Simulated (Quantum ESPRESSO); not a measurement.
# ZnSe (Stilleite): from the cell to the phonon bands, part 2 of 3

Wanted: phonon bands, density of states and zone-centre response of ZnSe (Stilleite).

Quantum ESPRESSO 7.5; DFT LDA, scalar-relativistic, plane waves, JTH PAW pseudopotentials.

So far. Step 2 (A first look): A gap of 1.0 eV opens on this mesh, so the crystal is taken as an insulator; the start stands at -2.4 GPa. Step 4 (Self-consistent run for the response): The cell stands at 0.035 GPa, close enough for phonons. The relaxed cell has a = 5.566 Å (conventional setting).

**5. Phonons on a q mesh**

Linear response treats each wavevector in the unit cell, with no supercell; the 4×4×4 mesh fixes the range of the force constants to be had.

Input file ph.in:

```
phonons
&INPUTPH
  prefix = 'x'
  outdir = './tmp'
  fildyn = 'x.dyn'
  tr2_ph = 1.0d-18
  epsil  = .true.
  ldisp  = .true.
  nq1    = 4
  nq2    = 4
  nq3    = 4
/
```

The run is started by

```console
OMP_NUM_THREADS=1 mpirun -n 4 ph.x -nk 4 -in ph.in > ph.out
```

Numbers of over 12 decimals in the logs are rounded to 6 here.

The log of the run:

```text
[banners, grids, parts of the stress and lines that vanish by symmetry left out]
[banner, memory and clock lines left out]
Program PHONON v.7.5

[...]
Exchange-correlation= PW
                           (   1   4   0   0   0   0   0)
[...]
(   8 q-points):
[...]
kinetic-energy cut-off    =      50.0000  Ry
     charge density cut-off    =     250.0000  Ry
     convergence threshold     =      1.0E-18
[...]
Exchange-correlation= PW
                           (   1   4   0   0   0   0   0)
[...]
q = (   0.0000000   0.0000000   0.0000000 )
     25 Sym.Ops. (with q -> -q+G )
     G cutoff =  700.6244  (  19579 G-vectors)     FFT grid: ( 40, 40, 40)
     G cutoff =  560.4995  (  13851 G-vectors)  smooth grid: ( 36, 36, 36)
     number of k points=    29
[...]
Mode symmetry, T_d (-43m)  point group:
[...]
Dielectric constant
[...]
End of electric fields calculation
          Dielectric constant in cartesian axis
          (       8.143683892      -0.000000000      -0.000000000 )
          (      -0.000000000       8.143683892      -0.000000000 )
          (      -0.000000000      -0.000000000       8.143683892 )
          Effective charges (d Force / dE) in cartesian axis without acoustic sum rule applied (asr)
           atom    1  Zn    Mean Z*:        1.98691
      Ex  (        1.98691       -0.00000       -0.00000 )
      Ey  (       -0.00000        1.98691        0.00000 )
      Ez  (       -0.00000        0.00000        1.98691 )
           atom    2  Se    Mean Z*:       -2.03503
      Ex  (       -2.03503       -0.00000       -0.00000 )
      Ey  (       -0.00000       -2.03503        0.00000 )
      Ez  (       -0.00000        0.00000       -2.03503 )
          Effective charges Sum: Mean:       -0.04812
[...]
Effective charges (d Force / dE) in cartesian axis with asr applied:
           atom    1  Zn    Mean Z*:        2.01097
[...]
atom    2  Se    Mean Z*:       -2.01097
[...]
Representation #   1 modes #   1   2   3
[...]
End of self-consistent calculation
     Convergence has been achieved
     Representation #   2 modes #   4   5   6
[...]
End of self-consistent calculation
     Convergence has been achieved
[...]
Dielectric constant in cartesian axis
          (       8.143683892      -0.000000000      -0.000000000 )
          (      -0.000000000       8.143683892      -0.000000000 )
          (      -0.000000000      -0.000000000       8.143683892 )
          Effective charges (d Force / dE) in cartesian axis without acoustic sum rule applied (asr)
           atom    1  Zn    Mean Z*:        1.98691
      Ex  (        1.98691       -0.00000       -0.00000 )
      Ey  (       -0.00000        1.98691        0.00000 )
      Ez  (       -0.00000        0.00000        1.98691 )
           atom    2  Se    Mean Z*:       -2.03503
      Ex  (       -2.03503       -0.00000       -0.00000 )
      Ey  (       -0.00000       -2.03503        0.00000 )
      Ez  (       -0.00000        0.00000       -2.03503 )
          Effective charges Sum: Mean:       -0.04812
[...]
Effective charges (d Force / dE) in cartesian axis with asr applied:
           atom    1  Zn    Mean Z*:        2.01097
[...]
atom    2  Se    Mean Z*:       -2.01097
[...]
Effective charges (d P / du) in cartesian axis
[...]
q = (    0.000000000   0.000000000   0.000000000 )
[...]
freq (    1) =       0.126084 [THz] =       4.205725 [cm-1]
     freq (    2) =       0.126084 [THz] =       4.205725 [cm-1]
     freq (    3) =       0.126084 [THz] =       4.205725 [cm-1]
     freq (    4) =       6.571819 [THz] =     219.212294 [cm-1]
     freq (    5) =       6.571819 [THz] =     219.212294 [cm-1]
     freq (    6) =       6.571819 [THz] =     219.212294 [cm-1]
[...]
Mode symmetry, T_d (-43m)  point group:
     freq (   1-   3) =          4.2  [cm-1]   --> T_2  G_15 P_4   I+R
     freq (   4-   6) =        219.2  [cm-1]   --> T_2  G_15 P_4   I+R
[...]
Mode symmetry, C_3v (3m)   point group:
[...]
Representation #   1 mode #   1
[...]
End of self-consistent calculation
     Convergence has been achieved
     Representation #   2 mode #   2
[...]
End of self-consistent calculation
     Convergence has been achieved
     Representation #   3 modes #   3   4
[...]
Convergence has been achieved
     Representation #   4 modes #   5   6
[...]
Convergence has been achieved
[...]
q = (   -0.250000000   0.250000000  -0.250000000 )
[...]
freq (    1) =       1.320019 [THz] =      44.031085 [cm-1]
     freq (    2) =       1.320019 [THz] =      44.031085 [cm-1]
     freq (    3) =       3.477418 [THz] =     115.994165 [cm-1]
     freq (    4) =       6.582237 [THz] =     219.559787 [cm-1]
     freq (    5) =       6.582237 [THz] =     219.559787 [cm-1]
     freq (    6) =       7.299702 [THz] =     243.491845 [cm-1]
[...]
Mode symmetry, C_3v (3m)   point group:
     freq (   1-   2) =         44.0  [cm-1]   --> E    L_3
     freq (   3-   3) =        116.0  [cm-1]   --> A_1  L_1
     freq (   4-   5) =        219.6  [cm-1]   --> E    L_3
     freq (   6-   6) =        243.5  [cm-1]   --> A_1  L_1
[...]
Mode symmetry, C_3v (3m)   point group:
[...]
Representation #   1 mode #   1
[...]
Convergence has been achieved
     Representation #   2 mode #   2
[...]
Convergence has been achieved
     Representation #   3 modes #   3   4
[...]
Convergence has been achieved
     Representation #   4 modes #   5   6
[...]
Convergence has been achieved
[...]
q = (    0.500000000  -0.500000000   0.500000000 )
[...]
freq (    1) =       1.623653 [THz] =      54.159226 [cm-1]
     freq (    2) =       1.623653 [THz] =      54.159226 [cm-1]
[...]
Mode symmetry, C_3v (3m)   point group:
     freq (   1-   2) =         54.2  [cm-1]   --> E    L_3
     freq (   3-   3) =        175.6  [cm-1]   --> A_1  L_1
     freq (   4-   5) =        221.4  [cm-1]   --> E    L_3
     freq (   6-   6) =        221.8  [cm-1]   --> A_1  L_1
[...]
Mode symmetry, C_2v (mm2)  point group:
[...]
Convergence has been achieved
[...]
Convergence has been achieved
[...]
Convergence has been achieved
[...]
Convergence has been achieved
[...]
q = (    0.000000000   0.500000000   0.000000000 )
[...]
Mode symmetry, C_2v (mm2)  point group:
     freq (   1-   1) =         60.9  [cm-1]   --> B_1  D_3  S_3
     freq (   2-   2) =         60.9  [cm-1]   --> B_2  D_4  S_4
     freq (   3-   3) =        118.9  [cm-1]   --> A_1  D_1  S_1
     freq (   4-   4) =        220.0  [cm-1]   --> B_1  D_3  S_3
     freq (   5-   5) =        220.0  [cm-1]   --> B_2  D_4  S_4
     freq (   6-   6) =        244.6  [cm-1]   --> A_1  D_1  S_1
[...]
Mode symmetry, C_s (m)     point group:
[...]
q = (    0.750000000  -0.250000000   0.750000000 )
[...]
Mode symmetry, C_s (m)     point group:
     freq (   1-   1) =         67.1  [cm-1]   --> A''
     freq (   2-   2) =         88.3  [cm-1]   --> A'
     freq (   3-   3) =        163.6  [cm-1]   --> A'
     freq (   4-   4) =        214.0  [cm-1]   --> A'
     freq (   5-   5) =        221.9  [cm-1]   --> A''
     freq (   6-   6) =        233.3  [cm-1]   --> A'
[...]
Mode symmetry, C_s (m)     point group:
[...]
q = (    0.500000000   0.000000000   0.500000000 )
[...]
Mode symmetry, C_s (m)     point group:
     freq (   1-   1) =         61.7  [cm-1]   --> A''
     freq (   2-   2) =         88.4  [cm-1]   --> A'
     freq (   3-   3) =        147.0  [cm-1]   --> A'
     freq (   4-   4) =        215.8  [cm-1]   --> A'
     freq (   5-   5) =        219.8  [cm-1]   --> A''
     freq (   6-   6) =        237.1  [cm-1]   --> A'
[...]
Mode symmetry, D_2d (-42m) point group:
[...]
Representation #   3 modes #   3   4
[...]
Convergence has been achieved
     Representation #   4 modes #   5   6
[...]
Convergence has been achieved
[...]
q = (    0.000000000  -1.000000000   0.000000000 )
[...]
freq (    5) =       6.726386 [THz] =     224.368089 [cm-1]
     freq (    6) =       6.726386 [THz] =     224.368089 [cm-1]
[...]
Mode symmetry, D_2d (-42m) point group:
     freq (   1-   2) =         69.8  [cm-1]   --> E    X_5  W_3
     freq (   3-   3) =        200.5  [cm-1]   --> A_1  X_1  W_1
     freq (   4-   4) =        206.7  [cm-1]   --> B_2  X_3  W_2
     freq (   5-   6) =        224.4  [cm-1]   --> E    X_5  W_3
[...]
Mode symmetry, S_4 (-4)    point group:
[...]
Convergence has been achieved
[...]
Convergence has been achieved
[...]
Convergence has been achieved
[...]
Convergence has been achieved
     Representation #   5 mode #   5
[...]
End of self-consistent calculation
     Convergence has been achieved
     Representation #   6 mode #   6
[...]
End of self-consistent calculation
     Convergence has been achieved
[...]
q = (   -0.500000000  -1.000000000   0.000000000 )
[...]
freq (    1) =       2.523359 [THz] =      84.170188 [cm-1]
     freq (    2) =       2.843062 [THz] =      94.834330 [cm-1]
     freq (    3) =       5.580113 [THz] =     186.132526 [cm-1]
     freq (    4) =       5.606817 [THz] =     187.023295 [cm-1]
     freq (    5) =       6.773481 [THz] =     225.939001 [cm-1]
     freq (    6) =       7.061469 [THz] =     235.545265 [cm-1]
[...]
Mode symmetry, S_4 (-4)    point group:
     freq (   1-   1) =         84.2  [cm-1]   --> B    W_3
     freq (   2-   2) =         94.8  [cm-1]   --> E*   W_2
     freq (   3-   3) =        186.1  [cm-1]   --> A    W_1
     freq (   4-   4) =        187.0  [cm-1]   --> E    W_4
     freq (   5-   5) =        225.9  [cm-1]   --> E*   W_2
     freq (   6-   6) =        235.5  [cm-1]   --> B    W_3
```

Wall time 23 min (4 MPI ranks of Intel Xeon 6975P-C (Granite Rapids), shared host); 1.5 h of CPU time.

Numbers from this step:

```
miss of the charge sum rule                                        : 0.04812 e
largest acoustic frequency at the zone centre before the sum rule  : 4.21 cm⁻¹
highest optical zone-centre mode (no LO-TO term)                   : 219.2 cm⁻¹
lowest optical zone-centre mode                                    : 219.2 cm⁻¹
mean high-frequency dielectric constant                            : 8.144
largest Born charge in size (third of the trace)                   : 2.035 e
lowest mode on the q mesh (acoustic ones at the zone centre apart) : 44.03 cm⁻¹
```

Frequencies (cm⁻¹) at each irreducible wavevector; negative means imaginary. Frequencies by wavevector:

```csv
q (fractions),star,mode 1,mode 2,mode 3,mode 4,mode 5,mode 6
0 0 0,1,4.21,4.21,4.21,219.2,219.2,219.2
0 0 0.25,8,44.03,44.03,116,219.6,219.6,243.5
0 0 -0.5,4,54.16,54.16,175.6,221.4,221.4,221.8
0 0.25 0.25,6,60.91,60.91,118.9,220,220,244.6
0 0.25 -0.5,24,67.08,88.31,163.6,214,221.9,233.3
0 0.25 -0.25,12,61.66,88.44,147.1,215.8,219.8,237.1
0 -0.5 -0.5,3,69.82,69.82,200.4,206.7,224.4,224.4
0.25 -0.5 -0.25,6,84.17,94.83,186.1,187,225.9,235.6
```

Born charge (rows field, columns displacement), before the sum rule (e), principal values of the symmetric part by kind of site:

```csv
atom,atoms with these values,low,middle,high,mean
Zn1,1,1.99,1.99,1.99,1.99
Se2,1,-2.04,-2.04,-2.04,-2.04
```

In full for Zn1:

```
1.99 0.00 0.00
0.00 1.99 0.00
0.00 0.00 1.99
```

High-frequency dielectric tensor:

```
8.14 0.00 0.00
0.00 8.14 0.00
0.00 0.00 8.14
```

The acoustic modes at Γ come out as far as 4.2 cm⁻¹ from zero, where they should vanish, a small numerical error; the Born charges miss their sum rule by 0.048 e, which is fair.

**6. Fourier transform to real space**

The dynamical matrices of the mesh are Fourier-transformed to force constants in real space, after the long-range dipole part is taken out.

Input file q2r.in:

```
&INPUT
  fildyn = 'x.dyn'
  zasr   = 'simple'
  flfrc  = 'x.fc'
/
```

The run is started by

```console
q2r.x < q2r.in > q2r.out
```

The log of the run:

```text
[banners, grids, parts of the stress and lines that vanish by symmetry left out]
[banner, memory and clock lines left out]
Program Q2R v.7.5

  reading grid info from file x.dyn0

  reading force constants from file x.dyn1
 macroscopic fields = T
   8.14368  -0.00000  -0.00000
  -0.00000   8.14368  -0.00000
[...]
na=            1
[...]
na=            2
[...]
-0.00000  -2.03503   0.00000
  -0.00000   0.00000  -2.03503
  alpha Ewald:    2.802498
  nqs=            1
 q=   0.00000000  0.00000000  0.00000000
  reading force constants from file x.dyn2
  alpha Ewald:    2.802498
  nqs=            8
 q=  -0.25000000  0.25000000 -0.25000000
[...]
reading force constants from file x.dyn7
  alpha Ewald:    2.802498
  nqs=            3
[...]
reading force constants from file x.dyn8
  alpha Ewald:    2.802498
  nqs=            6
[...]
q=   0.00000000 -0.50000000 -1.00000000
 q=   0.00000000  0.50000000 -1.00000000

      q-space grid ok, #points =   64

      fft-check success (sum of imaginary terms < 10^-12)
```

It took 0.75 s on 1 thread.

**7. Dispersion**

From the force constants any wavevector is cheap; points of the mesh come back as solved, but for the sum rule and, in polar crystals, the LO-TO term at Γ; the rest is interpolation.

Input file matdyn.in:

```
&INPUT
  asr              = 'simple'
  flfrc            = 'x.fc'
  flfrq            = 'x.freq'
  flvec            = 'x.modes'
  q_in_band_form   = .true.
  q_in_cryst_coord = .true.
/
8
  0.0000000   0.0000000   0.0000000  12  ! GAMMA
 -0.0000000   0.5000000   0.5000000  12  ! X
 -0.0000000   0.6250000   0.3750000   1  ! U
 -0.3750000   0.3750000   0.0000000  12  ! K
  0.0000000   0.0000000   0.0000000  12  ! GAMMA
 -0.0000000   0.5000000   0.0000000  12  ! L
 -0.2500000   0.5000000   0.2500000  12  ! W
 -0.0000000   0.5000000   0.5000000   1  ! X
```

The run is started by

```console
matdyn.x -in matdyn.in > matdyn.out
```

The log of the run:

```text
[banner, memory and clock lines left out]
Program MATDYN v.7.5

 mass for atomic type   1 not given; uses mass from file x.fc
 mass for atomic type   2 not given; uses mass from file x.fc
```

Run time: 0.66 s. Hardware: 1 thread.

Numbers from this step:

```yaml
lowest_frequency_on_the_path: 0 cm⁻¹
```

Matdyn.x, sum rule simple. Phonon branches along the path, in cm⁻¹:

```csv
point,branch 1,branch 2,branch 3,branch 4,branch 5,branch 6
Γ,0,0,0,219,219,253
X,70,70,200,207,224,224
U,70,91,184,199,222,236
jump to K,70,91,184,199,222,236
Γ,0,0,0,219,219,253
L,54,54,176,221,221,222
W,84,95,186,187,226,236
X,70,70,200,207,224,224
```

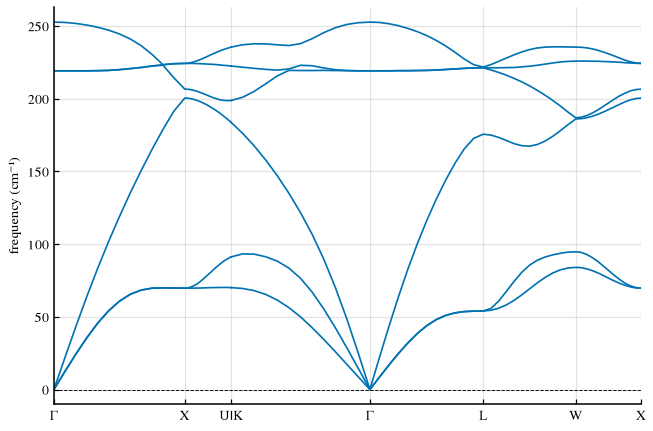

Phonon branches along the path.

All branches are real along the path.

**8. Density of states**

Sums over the zone need many more wavevectors than were solved, so the interpolation is sampled on a dense mesh.

Input file matdyn.in:

```
&INPUT
  asr    = 'simple'
  flfrc  = 'x.fc'
  dos    = .true.
  fldos  = 'x.dos'
  nk1    = 14
  nk2    = 14
  nk3    = 14
  deltaE = 0.3
/
```

The run is started by

```console
matdyn.x -in matdyn.in > matdyn.out
```

The log of the run:

```text
[banner, memory and clock lines left out]
Program MATDYN v.7.5

 mass for atomic type   1 not given; uses mass from file x.fc
 mass for atomic type   2 not given; uses mass from file x.fc
```

Elapsed: 5 s, on 1 thread.

This step gave:

| Quantity | Value |
| --- | --- |
| share of modes beyond 3i cm⁻¹ on the dense interpolated mesh | 0 |
| zero-point energy per atom | 29.89 meV |
| heat capacity at 300 K | 23.54 J/(mol atoms K) |
| vibrational entropy at 300 K | 35.45 J/(mol atoms K) |

The phonon density of states has structure finer than the step of the table below, so its rows give means over 10 cm⁻¹, whole bins alone (the curve runs from 0 to 252 cm⁻¹). Peaks (cm⁻¹: height): total 70.5: 0.0834, 220.5: 0.296, 235.5: 0.147; Se 70.5: 0.0358, 220.5: 0.152, 235.5: 0.0912; Zn 70.5: 0.0476, 220.5: 0.143, 235.5: 0.0557.

Tetrahedra. Phonon density of states against wavenumber; means over each step; values in 1/cm⁻¹/cell:

```csv
wavenumber (cm⁻¹),total,Se,Zn
10,1.6e-4,8.7e-5,7.1e-5
20,0.00116,6.2e-4,5.4e-4
30,0.00309,0.00164,0.00145
40,0.00663,0.00342,0.00320
50,0.0161,0.00805,0.00810
60,0.0393,0.0187,0.0206
70,0.0618,0.0269,0.0349
80,0.0415,0.0170,0.0244
90,0.0349,0.0136,0.0213
100,0.00240,0.00127,0.00113
110,0.00324,0.00170,0.00153
120,0.00443,0.00231,0.00213
130,0.00600,0.00308,0.00292
140,0.00823,0.00416,0.00407
150,0.0116,0.00579,0.00586
160,0.0191,0.00927,0.00981
170,0.0250,0.0122,0.0127
180,0.0112,0.00652,0.00472
190,0.00455,0.00287,0.00168
200,0.0156,0.00693,0.00870
210,0.0295,0.0141,0.0154
220,0.151,0.0793,0.0721
230,0.0584,0.0356,0.0228
240,0.0394,0.0225,0.0169
```

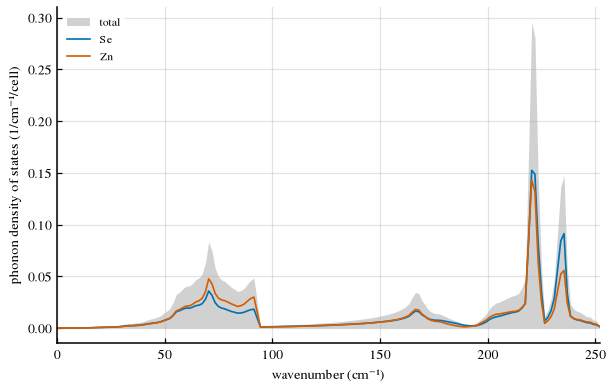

Phonon density of states, plotted against wavenumber.

Harmonic thermodynamic functions per atom, summed over the density of states scaled to three modes an atom; melting is ignored. Thermodynamic functions:

```csv
T (K),F_vib (meV/atom),S (J/mol-atom/K),C_V (J/mol-atom/K)
0,29.89,0,0
50,29.13,4.525,7.893
100,24.66,12.74,16.05
200,4.04,26.19,21.98
300,-28.17,35.45,23.54
400,-68.63,42.32,24.14
500,-115.4,47.74,24.42
600,-167.2,52.21,24.58
700,-223.4,56,24.68
800,-283.2,59.3,24.74
900,-346.2,62.22,24.78
1000,-412,64.83,24.81
```

At 300 K the heat capacity has reached 94 % of the Dulong-Petit value.

**9. Modes with the sum rule**

A rigid shift of the crystal must cost nothing, but grids and finite bases break this; the acoustic sum rule is imposed before the matrix is diagonalised again. With Born charges the intensities follow, and the static dielectric tensor.

Input file dynmat.in:

```
&INPUT
  fildyn = 'x.dyn1'
  asr    = 'simple'
  fileig = 'dynmat.eig'
  lperm  = .true.
/
```

The run is started by

```console
dynmat.x -in dynmat.in > dynmat.out
```

The log of the run:

```text
[banner, memory and clock lines left out]
Program DYNMAT v.7.5

     Reading Dynamical Matrix from file x.dyn1
     ...Force constants read
     ...epsilon and Z* read
     A direction for q was not specified:TO-LO splitting will be absent

     Polarizability (A^3 units)
     multiply by 0.295751 for Clausius-Mossotti correction
        24.508303   -0.000000   -0.000000
        -0.000000   24.508303   -0.000000
        -0.000000   -0.000000   24.508303

     IR activities are in (D/A)^2/amu units

# mode   [cm-1]    [THz]      IR
    1      0.00    0.0000    0.0000
    2      0.00    0.0000    0.0000
    3      0.00    0.0000    0.0000
    4    219.16    6.5704    2.6085
    5    219.16    6.5704    2.6085
    6    219.16    6.5704    2.6085

Electronic dielectric permittivity tensor (relative, adimensional)
         8.143684   -0.000000   -0.000000
        -0.000000    8.143684   -0.000000
        -0.000000   -0.000000    8.143684

 ... with zone-center polar mode contributions
        10.830272    0.000000    0.000000
         0.000000   10.830272    0.000000
         0.000000    0.000000   10.830272
```

Run time: 0.65 s. Hardware: 1 thread.

Numbers from this step:

* mean static dielectric constant: 10.83

Unit eigenvectors of the mass-weighted matrix after the sum rule; no LO-TO term. The modes at Γ (shares of kinetic energy by element, %):

```csv
mode,frequency (cm⁻¹),symmetry,Zn %,Se %
1,0.0,acoustic,45,55
2,0.0,acoustic,45,55
3,0.0,acoustic,45,55
4,219.2,T2,55,45
5,219.2,T2,55,45
6,219.2,T2,55,45
```

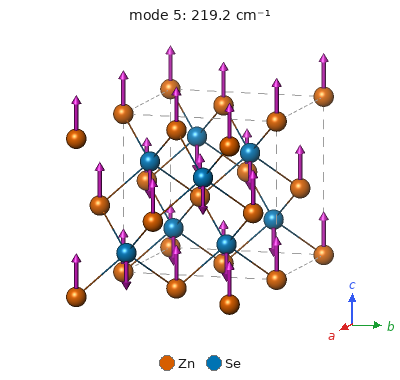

Displacement patterns of mode 5 at Γ; arrows are exaggerated. Bonds to atoms that aren't drawn are left out. 2×1×1 conventional cells are drawn. Some periodic images of atoms are drawn too.

Degenerate modes summed, no LO-TO term. Lines of the infrared spectrum (strongest = 100):

```csv
position (cm⁻¹),lines merged,label,"IR intensity, relative"
219,3,T2,100
```

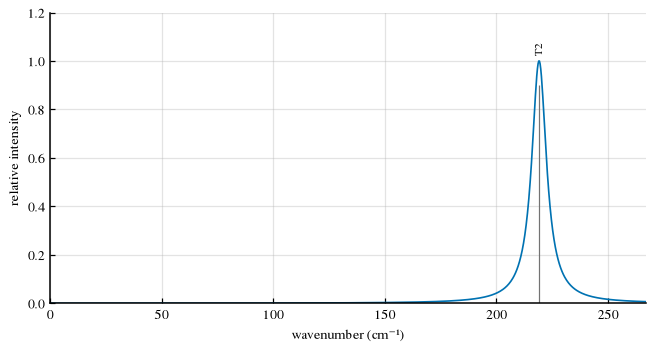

The infrared spectrum, broadened with Lorentzians of width 8 cm⁻¹; bars mark the lines.

Static dielectric tensor (ions relaxed, fixed cell):

```
10.83  0.00  0.00
 0.00 10.83  0.00
 0.00  0.00 10.83
```

The rule moves no optical mode by more than 0.1 cm⁻¹.

**10. Sum rules set otherwise (asr crystal)**

The rule can be imposed in more than one way; the choices should agree where the raw error is small.

Input file dynmat.in:

```
&INPUT
  fildyn = 'x.dyn1'
  asr    = 'crystal'
  fileig = 'dynmat.eig'
  lperm  = .true.
/
```

The run is started by

```console
dynmat.x -in dynmat.in > dynmat.out
```

The log of the run:

```text
[banner, memory and clock lines left out]
Program DYNMAT v.7.5

     Reading Dynamical Matrix from file x.dyn1
     ...Force constants read
     ...epsilon and Z* read
     Acoustic Sum Rule: || Z*(ASR) - Z*(orig)|| =    5.893926E-02
     Acoustic Sum Rule: ||dyn(ASR) - dyn(orig)||=    2.859543E-04
     A direction for q was not specified:TO-LO splitting will be absent

     Polarizability (A^3 units)
     multiply by 0.295751 for Clausius-Mossotti correction
        24.508303   -0.000000   -0.000000
        -0.000000   24.508303   -0.000000
        -0.000000   -0.000000   24.508303

     IR activities are in (D/A)^2/amu units

# mode   [cm-1]    [THz]      IR
    1     -0.00   -0.0000    0.0000
    2      0.00    0.0000    0.0000
    3      0.00    0.0000    0.0000
    4    219.20    6.5716    2.6085
    5    219.20    6.5716    2.6085
    6    219.20    6.5716    2.6085

Electronic dielectric permittivity tensor (relative, adimensional)
         8.143684   -0.000000   -0.000000
        -0.000000    8.143684   -0.000000
        -0.000000   -0.000000    8.143684

 ... with zone-center polar mode contributions
        10.829274    0.000000    0.000000
         0.000000   10.829274    0.000000
         0.000000    0.000000   10.829274
```

Run time: 0.68 s. Hardware: 1 thread.

Zone-centre frequencies as printed; negative means imaginary. Modes:

```csv
mode,frequency (cm⁻¹)
1,0
2,0
3,0
4,219.2
5,219.2
6,219.2
```

Against the first rule no mode moves by more than 0.1 cm⁻¹.

[end of part 2 of 3]

[Host names and launcher messages were left out of these logs when they were recorded.]

[Logs are printed without paths, hosts, clocks, repeated set-up lines and the standing remarks that a program may print on its own settings, such as how far it seeks lower states.]

[Hosts, paths, dates, database ids (printed as entryN), source tags and the programs' standing remarks are cut or masked in the printed files.]
